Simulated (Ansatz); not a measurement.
Take the following structure.

```cif
data_structure
_symmetry_space_group_name_H-M 'P 1'
_symmetry_Int_Tables_number 1
_cell_length_a 5.1913
_cell_length_b 7.0774
_cell_length_c 8.0968
_cell_angle_alpha 90.000
_cell_angle_beta 90.000
_cell_angle_gamma 90.000
_cell_volume 297.49
loop_
_atom_site_label
_atom_site_type_symbol
_atom_site_fract_x
_atom_site_fract_y
_atom_site_fract_z
_atom_site_occupancy
Si1 Si 0.75000 0.72420 0.59807 1
Si2 Si 0.25000 0.27580 0.40193 1
Si3 Si 0.25000 0.72420 0.40193 1
Si4 Si 0.75000 0.27580 0.59807 1
Si5 Si 0.75000 0.00000 0.88841 1
Si6 Si 0.25000 0.00000 0.11159 1
O1 O 0.50000 0.79440 0.50000 1
O2 O 0.00000 0.20560 0.50000 1
O3 O 0.50000 0.20560 0.50000 1
O4 O 0.00000 0.79440 0.50000 1
O5 O 0.75000 0.50000 0.61512 1
O6 O 0.25000 0.50000 0.38488 1
O7 O 0.75000 0.81095 0.77974 1
O8 O 0.25000 0.18905 0.22026 1
O9 O 0.25000 0.81095 0.22026 1
O10 O 0.75000 0.18905 0.77974 1
O11 O 0.00000 0.00000 0.00000 1
O12 O 0.50000 0.00000 0.00000 1
```

### What would you see if this were drawn?

The formula is SiO₂. The lattice is primitive orthorhombic and the space group Pmma (No. 51). Content of the cell: 6 Si, 12 O (Z = 6). The polyhedra are SiO4 tetrahedra; they share corners. Si bonds to four O in a tetrahedral arrangement at 1.58 to 1.60 Å. Each O atom is coordinated by two Si at 1.58 to 1.60 Å. The bonds build a three-dimensional framework.

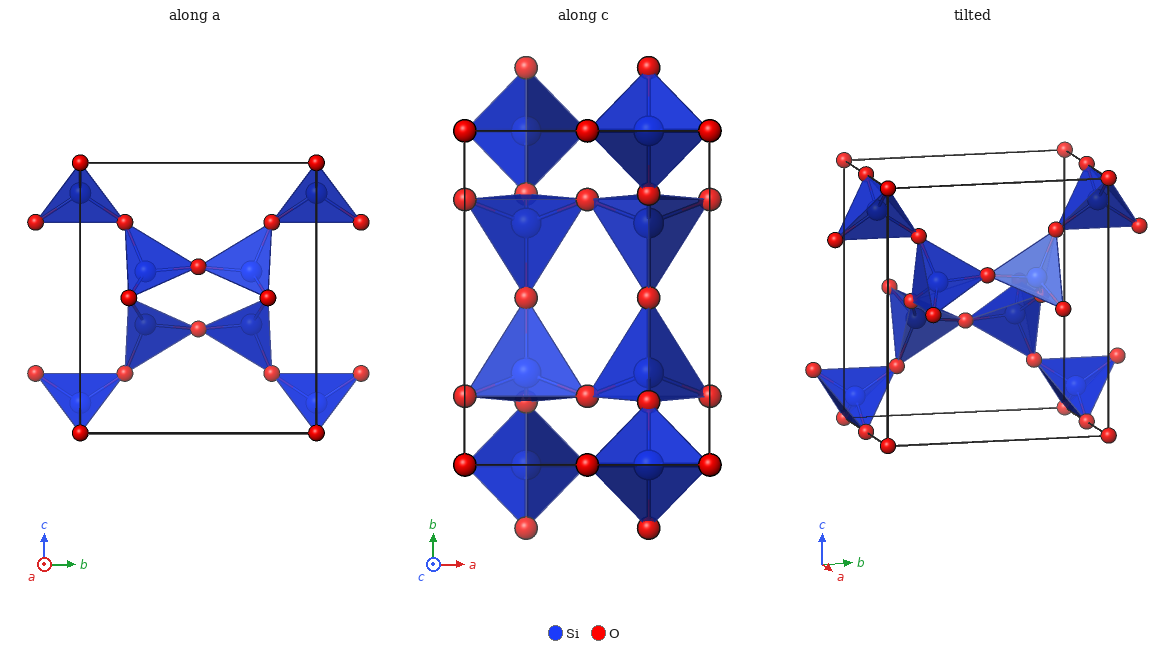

Crystal structure, polyhedral style, seen along the a axis, along the c axis and slightly off an axis. The edges of the conventional unit cell are marked. Some neighbours outside the box are added.

The cell started as a structure listed in the Materials Project. It was relaxed at fixed volume with DFT r2SCAN, scalar-relativistic, plane waves, PAW (Ansatz 0.2.0).

At this level of theory the run's own cell isn't at rest (compressed, at 5 GPa), so its distances can differ from those at equilibrium, the more so the softer the solid.
